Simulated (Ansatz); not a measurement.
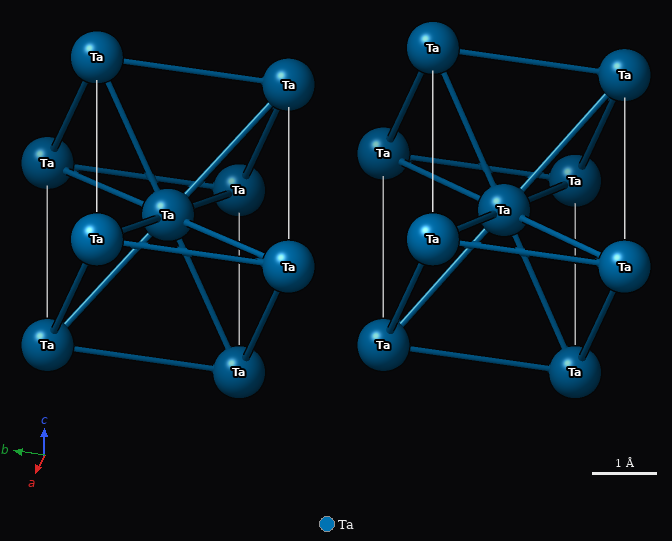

Two geometries of solid Ta (set up in I4/mmm), drawn at one scale. One is the start of a relaxation, the other its converged end. The picture is a ball-and-stick view of the cell of the calculation, seen from a free direction.

Theory: Ansatz, DFT PBE, scalar-relativistic, plane waves, PAW. (plane-wave cutoff 420 eV; k-point mesh 16 × 16 × 16; occupations gaussian; smearing width 0.1 eV; no spin polarisation; cell relaxed at fixed a, b, gamma; force threshold 0.008 eV/Å; at most 40 steps)

Question: Which geometry has the lower energy?

Answer: The right one is the relaxed one. Case: biaxial strain in the a-b plane of -6.0 %; c and atoms relaxed. After 4 accepted moves (6 points after the start) the energy has fallen by 66.4 meV per cell of the calculation. All forces vanish by symmetry, so only the cell relaxes. The pressure goes from 21.35 to 9.87 GPa. The SCF was repeated twice at an unchanged geometry on a basis and grid sized afresh for the cell, which shifted the energy by 1.0 meV per cell of the calculation at most. No atom moves by more than 0.005 Å relative to the cell. Cell: a = b unchanged at 3.120 Å, c 3.439 → 3.618 Å (+5.2 %). Volume +5.2 %. Near-neighbour distances that change, for instance: Ta–Ta 2.797 → 2.853 Å. The space group stays I4/mmm (No. 139). Cost: 79 s on 1 thread of Arm Neoverse V2, on a shared host, peak memory 0.48 GiB.
